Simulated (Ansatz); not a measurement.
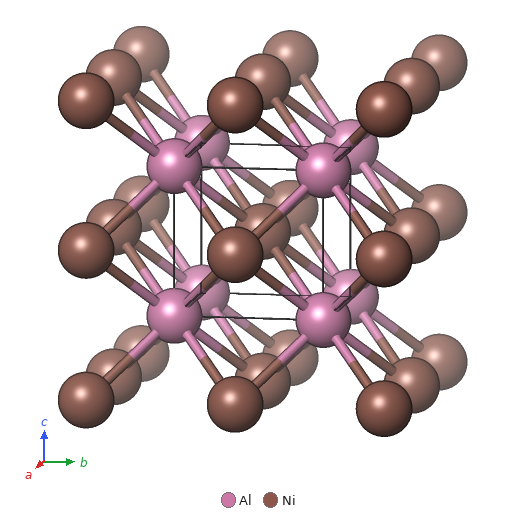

The crystal in a ball-and-stick representation, seen slightly off an axis. Thin lines show the conventional unit cell, with boundary atoms drawn in all their periodic places. Bonds that leave the box are completed with the atoms at their other ends.

AlNi, space group Pm-3m (No. 221), a = 2.89 Å, b = 2.89 Å, c = 2.89 Å, α = 90.00°, β = 90.00°, γ = 90.00°.

Level of theory and settings: Ansatz 0.2.0, DFT PBE, scalar-relativistic, plane waves, PAW, a cutoff energy of 420 eV, k-points about 0.16 Å⁻¹ apart, Fermi-Dirac smearing of 0.15 eV, no spin polarisation (a spin-restricted run, not always the ground state).

Is the electronic structure metallic or gapped?

A metal: bands cross the Fermi level.

State the hydrostatic pressure.

The computed pressure is 0.0 GPa, close to zero.

Provenance: a structure listed in the Materials Project. Earlier steps of the study may have refined or changed the cell and positions. It went into a calculation with Ansatz.
